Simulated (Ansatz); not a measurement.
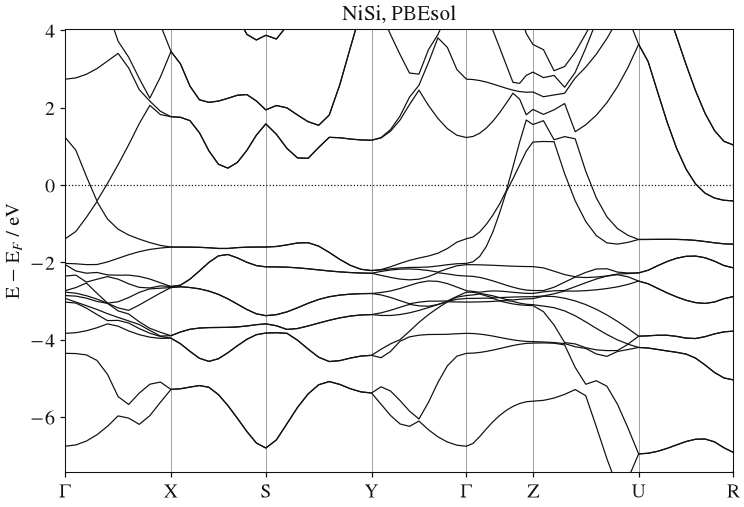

Band structure. Energies are counted from the Fermi level. The path runs straight from each named point to the next.

Which Bravais lattice do the labels of the path belong to?

Answer. A primitive orthorhombic lattice: the path Γ–X–S–Y–Γ–Z–U–R runs through the special points of its Brillouin zone.

The Ansatz input:

```yaml
crystal:
  lattice:
    - [2.94277066, 0.0, 0.0]
    - [0.0, 3.28032554, 0.0]
    - [0.0, 0.0, 4.67744676]
  atoms:
    - { symbol: Ni, position: [0.5, 0.5, 0.34249559], spin: 1.0 }
    - { symbol: Ni, position: [0.0, 0.0, 0.65750441], spin: 1.0 }
    - { symbol: Si, position: [0.5, 0.5, 0.84314316] }
    - { symbol: Si, position: [0.0, 0.0, 0.15685684] }
kpoints:
  mp_grid: { grid: [9, 8, 6] }
  band_path:
    path:
      - [0.0, 0.0, 0.0]
      - [0.5, 0.0, 0.0]
      - [0.5, 0.5, 0.0]
      - [0.0, 0.5, 0.0]
      - [0.0, 0.0, 0.0]
      - [0.0, 0.0, 0.5]
      - [0.5, 0.0, 0.5]
      - [0.5, 0.5, 0.5]
    npoints: 10
scf:
  occupations: { method: fermi_dirac, width: 0.05 }
hamiltonian:
  xc: pbesol
  pseudopotentials: { kind: all_electron, lapw: { basis_error: 0.002 } }
magnetization:
  spin_polarized: true
output:
  forces: true
  stress: true
  eigenvalues: true
```

System: NiSi, space group Pmmn, 4 atoms in the cell.

Ansatz 0.2.0; PBEsol, all-electron LAPW, collinear spin, ferromagnetic start that ends with little or no moment, no spin-orbit coupling, 9×8×6 k mesh, Fermi-Dirac smearing of 0.05 eV.

Does this material conduct, going by its bands?

Answer. A metal: 4 bands cross the Fermi level along this path.

On which lines of the path do bands cross the Fermi level?

Answer. Bands cross the Fermi level on Γ–X, Γ–Z, Z–U and U–R, and not on X–S, S–Y and Y–Γ.

Which levels at X lie nearest to the Fermi level?

Answer. At X the nearest levels lie 1.61 eV below and 1.76 eV above the Fermi level.

The cell is a database's computed one. Bands are joined in order of energy, so crossings between the computed points show as kinks or gaps. In reduced coordinates of the cell that was run, X is (0.5, 0, 0), S is (0.5, 0.5, 0), Y is (0, 0.5, 0), Z is (0, 0, 0.5), U is (0.5, 0, 0.5) and R is (0.5, 0.5, 0.5).
